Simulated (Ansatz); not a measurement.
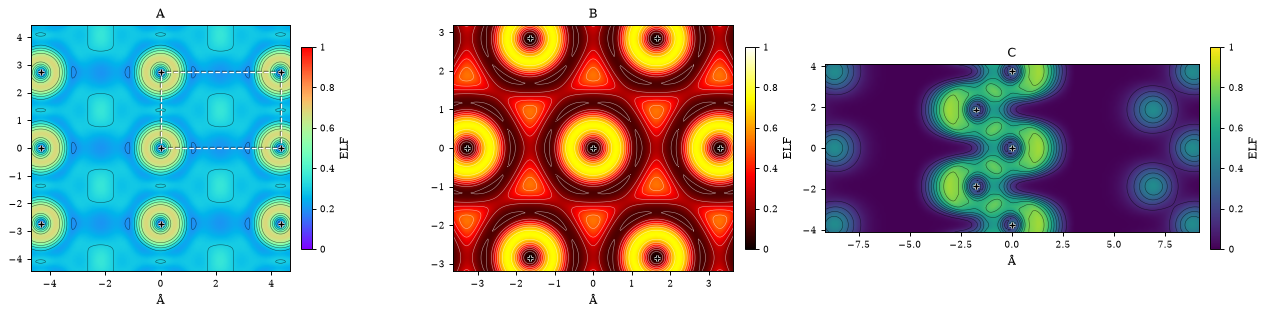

The ELF of 3 systems, each on a plane through atoms (crosses mark nuclei in the plane).

Computed with Ansatz, DFT, BLYP, plane waves (420 eV) with PAW, scalar-relativistic.

System 1: Sc, the (111) plane of the conventional cell. Space group Fm-3m; set up as Sc, fcc; a generated structure, not necessarily the stable one; computed without spin polarisation.

```xyz
4
Lattice="4.6460 0.0000 0.0000 0.0000 4.6460 0.0000 0.0000 0.0000 4.6460" Properties=species:S:1:pos:R:3 pbc="T T T"
Sc    0.0000    0.0000    0.0000
Sc    2.3230    2.3230    0.0000
Sc    2.3230    0.0000    2.3230
Sc    0.0000    2.3230    2.3230
```

System 2: Ru, the (100) plane of the conventional cell. Space group P6/mmm; set up as Ru, omega (AlB2-type); a generated structure, not necessarily the stable one; computed without spin polarisation.

```
Ru
1.0
     4.33198    0.00000    0.00000
    -2.16599    3.75160    0.00000
     0.00000    0.00000    2.73276
Ru
3
Direct
  0.00000 0.00000 0.00000
  0.33333 0.66667 0.50000
  0.66667 0.33333 0.50000
```

System 3: As, the (100) plane of the conventional cell. Space group Cmcm; set up as As, beta-Sn type; a generated structure, not necessarily the stable one; changed on purpose from its base cell (volume × 1.08).

Which map belongs to which system?

Answer. Panel A is system 2, Ru: the plane holds Ru. Ru–Ru (2.73 Å): the ELF is about 0.30 at the midpoint. Panel B is system 1, Sc: the plane holds Sc. Sc–Sc (3.29 Å): the ELF is about 0.25 at the midpoint (no shared electron pair shows on this line). Panel C is system 3, As: the plane holds As. As–As (2.58 Å): the ELF peaks at about 0.75 between the atoms.
